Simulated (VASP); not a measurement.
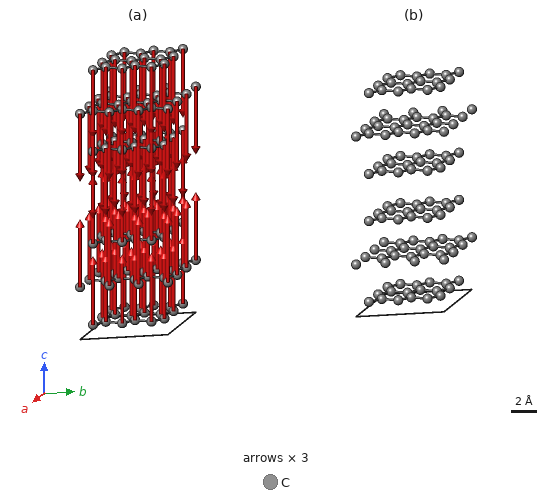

The structure of a crystal of C (set up in P6_3/mmc) before (left) and after (right) a relaxation, at one scale. The red arrows give the displacements, magnified 3 times.

The picture is a ball-and-stick view of the 3 × 3 repeat of the cell, outlined in the plane, without the vacuum, seen slightly off an axis.

The run lets cell and atoms move.

The calculation used VASP, Kohn-Sham DFT of a periodic cell, PBEsol, VASP PAW PBE potentials, recommended.

The input:
```
SYSTEM = C
PREC = Accurate
ENCUT = 600
EDIFF = 1E-7
ISMEAR = 0
SIGMA = 0.1
LREAL = .FALSE.
LASPH = .TRUE.
NELM = 60
ALGO = Fast
ISIF = 3
LWAVE = .FALSE.
LCHARG = .FALSE.
GGA = PS
IBRION = 2
NSW = 90
EDIFFG = -0.005
```

Command:
```bash
cat potpaw_PBE.64/C/POTCAR > POTCAR
mpirun -np 1 vasp_std > vasp.out
```

### What changed between the two?

The relaxation stopped without meeting its thresholds, so the last structure isn't shown to be converged. The energy falls by 5.0 meV per atom in 89 geometry steps. Largest force component: 0.016 eV/Å at the start, 0.16 eV/Å at the end. The largest moves, 1.95 Å, are those of C atoms. In the plane the drawn cell goes a 7.369 → 7.379 Å (+0.1 %), b 7.369 → 7.379 Å (+0.1 %). The space group stays P-3m1 (No. 164). At step 84 the optimiser overshot: the energy rose above the start, and later steps came back. It ran on 1 thread of Intel(R) Xeon(R) 6975P-C (Granite Rapids) (shared host).

Limits of the set-up: layers or molecules are held without a dispersion correction, so their spacing is unreliable.
